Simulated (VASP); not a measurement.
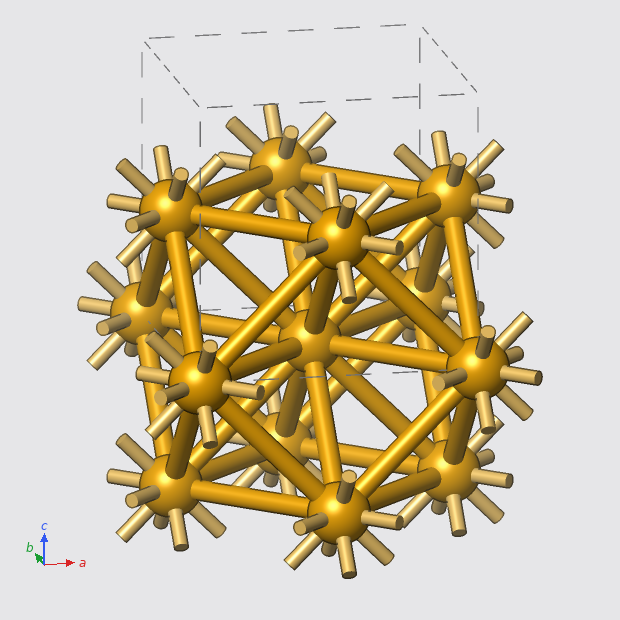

The picture shows a finite piece of the underlying net of a crystal structure, nodes on the atoms' positions. Nodes are coloured by topological kind. Short stubs are edges that leave the cut-out.

What net is this?

A uninodal 12-connected, three-periodic net. It is the fcu net, known from cubic close packing.

Give point symbol and coordination sequence.

3²⁴·4³⁶·5⁶, sequence 12, 42, 92, 162, 252.

Origin of the net. Cu3Au (space group Pm-3m, No. 221): the geometry relaxed with VASP Kohn-Sham DFT of a periodic cell, PBE, VASP PAW PBE potentials, recommended in VASP. Bonds are taken as Au–Cu below 3 Å and Cu–Cu below 3 Å. The graph is simplified in the usual way: terminal and isolated atoms are pruned, two-connected atoms become edges. Au and Cu are 12-connected nodes.
